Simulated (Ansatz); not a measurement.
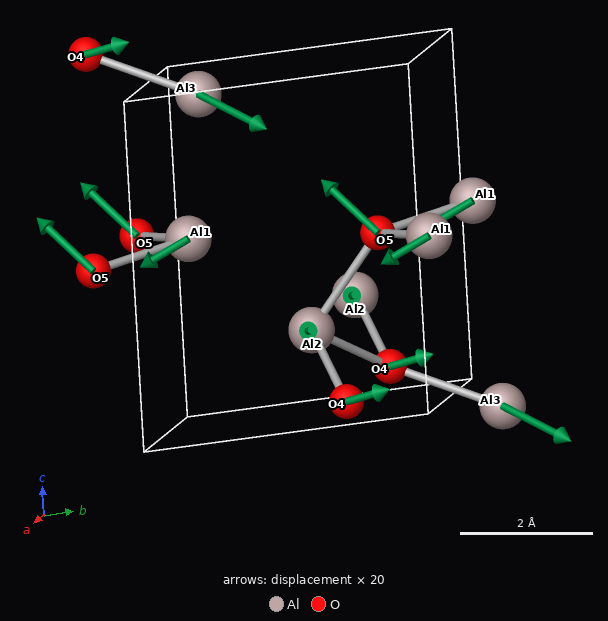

A relaxation of a crystal of Al3O2 (built on the random type). The starting structure is drawn; green arrows show the displacements (the part carried along by the change of the cell is left out), magnified 20 times.

A ball-and-stick model of the cell of the calculation, seen slightly off an axis.

Case: random cell without symmetry.

Theory: DFT PBE, scalar-relativistic, plane waves, PAW (Ansatz).

The input:
```yaml
crystal:
  lattice:
    - [2.7989729339, 0.0, 0.0]
    - [0.0694321898, 4.5322381926, 0.0]
    - [1.2866503845, 1.02058972, 5.5775065997]
  atoms:
    - { symbol: Al, position: [0.2042842713, 0.0713730244, 0.5213939222] }
    - { symbol: Al, position: [0.839186685, 0.5843785486, 0.2686164207] }
    - { symbol: Al, position: [0.4788976487, 0.1790009419, 0.950563262] }
    - { symbol: O, position: [0.412482053, 0.7834843202, 0.1004057273] }
    - { symbol: O, position: [0.7168392389, 0.8148980898, 0.5090932792] }
basis:
  ecutwfc: 420
kpoints:
  mp_grid: { grid: [14, 8, 8] }
hamiltonian:
  xc: pbe
scf:
  occupations: { method: gaussian, width: 0.1 }
output:
  forces: true
  stress: true
  eigenvalues: true
relax:
  adjacent_minimum: "off"
  f_tol: 0.01
  max_steps: 80
  cell: { stress_tol: 0.05 }
```

Run as
```bash
ansatz run input.yaml --threads 1 --pin off --max-ram 2560MiB --backend cpu --events-out ev --progress --plain --runs-dir out
```

> What happened in the run?

The largest move relative to the cell is that of Al3, 0.070 Å roughly along [2 2 −1]. Largest moves by element: Al 0.070 Å, O 0.063 Å. Cell: a 2.799 → 2.817 Å (+0.6 %), b 4.533 → 4.514 Å (−0.4 %), c 5.814 → 5.744 Å (−1.2 %), α 79.7° → 78.7°, β 77.2° → 75.8°, γ 89.1° → 89.9°. Volume −1.9 %. Among the contacts that change: Al2–O5 1.861 → 1.868 Å, Al2–O4 1.835 → 1.840 Å, Al3–O4 1.840 → 1.845 Å. Among the angles between lasting bonds that change: Al1–O5–Al2 118.6° → 116.1°. The space group stays P1 (No. 1). The energy falls by 1.8 meV per atom in 6 accepted moves (9 points after the start). The largest force component goes from 0.066 to 0.0068 eV/Å. Pressure: 0.13 GPa at the start and 0.00 GPa at the end. The line search rejected the trial step at point 4 of the run. The SCF was repeated twice at an unchanged geometry on a basis and grid sized afresh for the cell, which shifted the energy by 0.4 meV per atom at most. The run took 4 min on 1 thread of Intel(R) Xeon(R) 6975P-C (Granite Rapids), on a shared host, peak memory 0.86 GiB.
